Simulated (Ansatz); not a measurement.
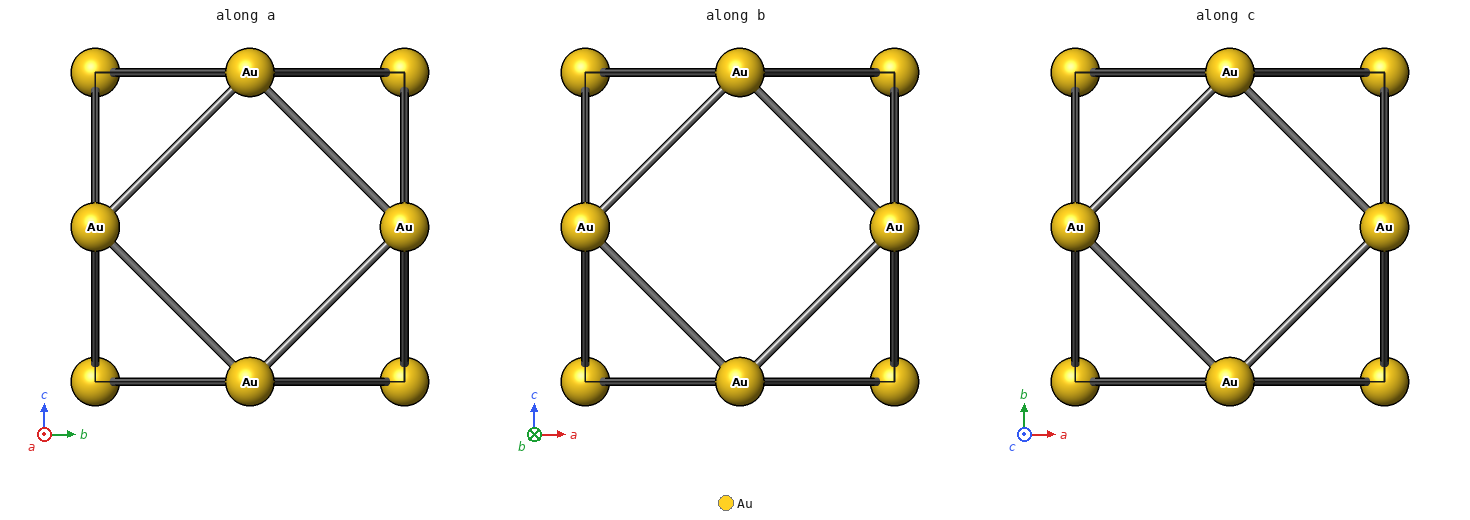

Drawn in the ball-and-stick manner and seen along the a axis, along the b axis and along the c axis. Atoms at the boundary of the conventional unit cell (the box) are drawn once for each face, edge or corner they touch.

Lattice parameters: a = 3.982 Å, b = 3.982 Å, c = 3.982 Å, α = 90.00°, β = 90.00°, γ = 90.00°.

Q: Put the structure into a table of Wyckoff sites.

A: Space group Pm-3m (No. 221).
```
atom  site       x       y       z
  Au    3d  0.5000  0.0000  0.0000
```

The structure was taken from a random cell made by a generator, so it need not be a real form of the element. Earlier steps of the study may have refined or changed the cell and positions. A calculation with Ansatz used it as input.
